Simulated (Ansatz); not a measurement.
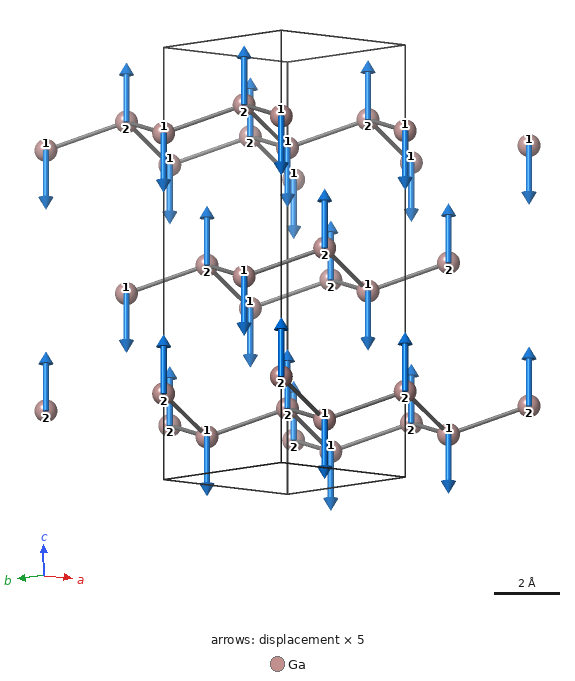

A relaxation of crystalline Ga (set up in R-3m) (coarse preliminary run). The starting structure is drawn; blue arrows show the displacements (the part carried along by the change of the cell is left out), magnified 5 times.

A ball-and-stick model of the conventional cell (3 times the calculation's cell), repeated 2 × 2 × 1 with one cell outlined, seen from a free direction. Lengths and directions refer to the drawn axes.

Case: 3 of 3 Li taken out, relaxed.

Level of theory: DFT r2SCAN, scalar-relativistic, plane waves, PAW in Ansatz. (plane-wave cutoff 500 eV; k-point mesh 6 × 6 × 6; occupations gaussian; smearing width 0.1 eV; no spin polarisation; cell and atoms relaxed; force threshold 0.0325 eV/Å; at most 70 steps)

Question: Describe the change and its energy.

Answer: After 16 accepted moves (17 points after the start) the energy has fallen by 673 meV per atom. Largest force component: 0.36 eV/Å at the start, under 0.0001 eV/Å at the end. The pressure goes from −3.77 to −0.08 GPa. At 1 point the geometry stayed and the basis and grid were re-selected for the new cell (energy shift of 1.1 meV per atom at most each time). The largest moves relative to the cell, 0.38 Å, are those of Ga1 and Ga2. Ga2 goes along +c. The volume changes by −49.7 %, with a = b 4.328 → 4.193 Å (−3.1 %), c 13.763 → 7.372 Å (−46.4 %). Some distances before and after: Ga1–Ga2 4.471 → 2.715 Å, Ga1–Ga2 (another image) 2.649 → 2.715 Å. New bonds form: Ga1–Ga2 (4.47 → 2.71 Å). Bond angles that change, for instance: Ga2–Ga1–Ga2 109.6° → 101.1°. The space group stays R-3m (No. 166).
